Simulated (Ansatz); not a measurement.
Consider this structure, Ti.

```cif
data_structure
_symmetry_space_group_name_H-M 'P6_3/mmc'
_symmetry_Int_Tables_number 194
_cell_length_a 2.9229
_cell_length_b 2.9229
_cell_length_c 14.1163
_cell_angle_alpha 90.000
_cell_angle_beta 90.000
_cell_angle_gamma 120.000
_cell_volume 104.44
loop_
_atom_site_label
_atom_site_type_symbol
_atom_site_symmetry_multiplicity
_atom_site_Wyckoff_symbol
_atom_site_fract_x
_atom_site_fract_y
_atom_site_fract_z
_atom_site_occupancy
Ti1 Ti 2 b 0.00000 0.00000 0.75000 1
Ti2 Ti 4 f 0.33333 0.66667 0.91736 1
```

Structure used: coordinates from a relaxation with Ansatz, DFT r2SCAN, scalar-relativistic, plane waves, PAW; the starting structure was generated, so it need not be a known form of this composition.

Predict the first 3 clear peaks of the neutron G(r) with σ = 0.10 Å, and name the atom pairs.

1. 2.90 Å: Ti–Ti at 2.88–2.92 Å
2. 4.11 Å: Ti–Ti at 4.10–4.12 Å
3. 5.04 Å: Ti–Ti at 4.99–5.06 Å

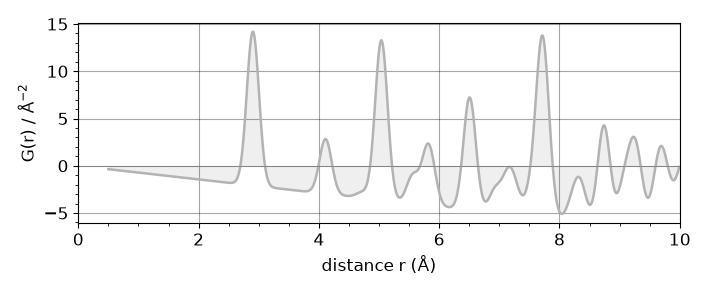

The curve is a calculated neutron PDF: distances of the static structure, each pair weighted by the product of the tabulated coherent neutron scattering lengths (natural isotope mix where the element has one), broadened by Gaussians with σ = 0.10 Å.
